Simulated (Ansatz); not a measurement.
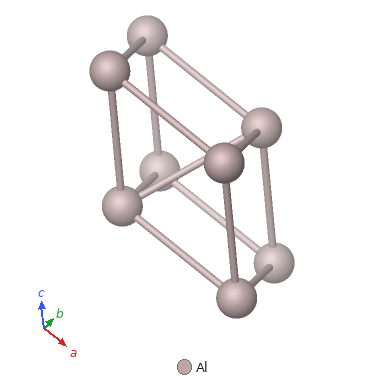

System: Al, space group Im-3m (No. 229). The picture shows the cell.

The given structure:
```xyz
1
Lattice="-1.5912 1.5912 1.5912 1.5912 -1.5912 1.5912 1.5912 1.5912 -1.5912" Properties=species:S:1:pos:R:3 pbc="T T T"
Al    0.0000    0.0000    0.0000
```

Computed with Ansatz 0.2.0: biaxial strain in the xy plane and strain along z of a crystal, fractional coordinates fixed, by plane-wave density functional theory with PAW datasets, free energies less that of the undisturbed cell, pressure positive in compression. Level: LDA, no spin polarisation.

```json
{"setting": "wave cutoff", "value": "350 eV"}
{"setting": "k mesh", "value": "10×10×10"}
{"setting": "occupations", "value": "Gaussian"}
{"setting": "smearing width", "value": "0.15 eV"}
{"setting": "k shift", "value": "(0, 0, 0) (mesh steps)"}
{"setting": "start", "value": "as given"}
```

Describe the result: the map of the energy change and pressure over strain zz and strain xx = yy. The grid: strain zz −0.05, −0.025, 0, 0.025, 0.05 ; strain xx = yy −0.05, −0.025, 0, 0.025, 0.05.

At the origin a neighbouring grid point lies 0 meV/atom lower, so the given structure isn't at the minimum of this landscape. The energy change is least, −5 meV/atom, at strain zz of 0.05 and strain xx = yy of −0.025, and largest, 121 meV/atom, at strain zz of −0.05 and strain xx = yy of −0.05. Near the origin the softest direction lies along strain zz, turned by about 24° so that strain xx = yy takes the opposite sign; the curvature across the valley is 15.0 times that along it. The pressure is least, −7.60 GPa, at strain zz of 0.05 and strain xx = yy of 0.05, and largest, 17.69 GPa, at strain zz of −0.05 and strain xx = yy of −0.05.

Energy change (meV/atom); rows strain xx = yy, columns strain zz:
```
        -0.05  -0.025   0  0.025  0.05
 -0.05    121      84  54     25     2
-0.025     56      32  15      5    -5
     0     22       6   0      0     4
 0.025     12       6   5     13    26
  0.05     13      24  31     43    62
```

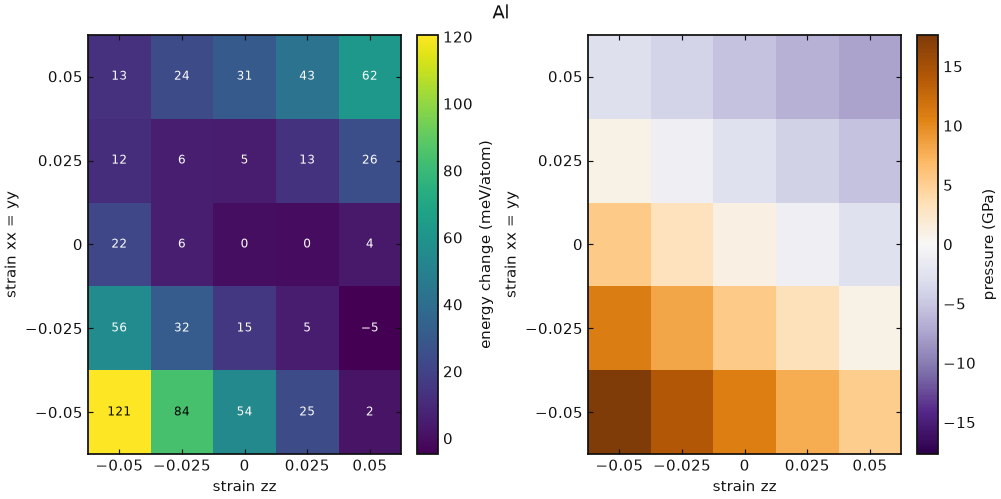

Caveats: coarse k mesh; cutoff under the advised one; reference crystal is not relaxed.
